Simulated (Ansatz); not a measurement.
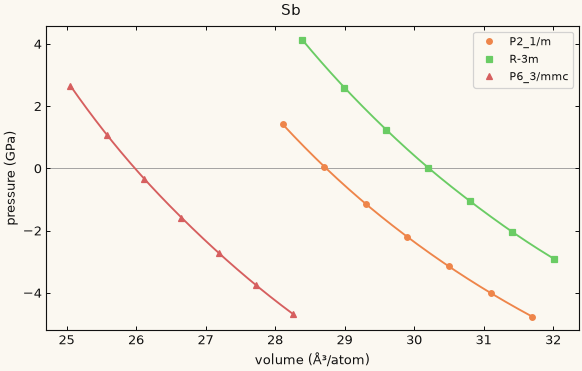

The plot gives the computed pressure against volume, with one curve for each structure, for Sb.

Calculation (Ansatz 0.2.0): all-electron LAPW DFT, no spin polarisation; energies at scaled volumes of the given cell, shape and fractions fixed, counted from the fit's minimum, third-order Birch-Murnaghan fit. Level: PBEsol.

occupations Fermi–Dirac; smearing width 0.05 eV; potentials all electron LAPW, scalar relativistic.

Settings that differ: P2_1/m: k mesh 9×6×6; R-3m: k mesh 8×8×8; P6_3/mmc: k mesh 9×9×5.

> Order the curves by fitted equilibrium volume, smallest first.

P6_3/mmc 25.989, P2_1/m 28.738, R-3m 30.218 Å³/atom.

> Order the curves by fitted bulk modulus, smallest first.

R-3m 57.4, P2_1/m 60.7, P6_3/mmc 66.3 GPa.

> For P2_1/m: what does the pressure do across the range?

It falls from 1.42 GPa at volume 28.11 Å³/atom to −4.76 GPa at 31.70 Å³/atom, and changes sign near 28.74 Å³/atom.

> For R-3m: read off the course of the pressure.

It falls from 4.13 GPa at volume 28.39 Å³/atom to −2.91 GPa at 32.02 Å³/atom, and changes sign near 30.22 Å³/atom.

> For P6_3/mmc: what does the pressure do across the range?

It falls from 2.66 GPa at volume 25.05 Å³/atom to −4.67 GPa at 28.25 Å³/atom, and changes sign near 25.99 Å³/atom.

Caveats: shape and atomic fractions are frozen while scaling, which makes layered, chain and framework solids too stiff.
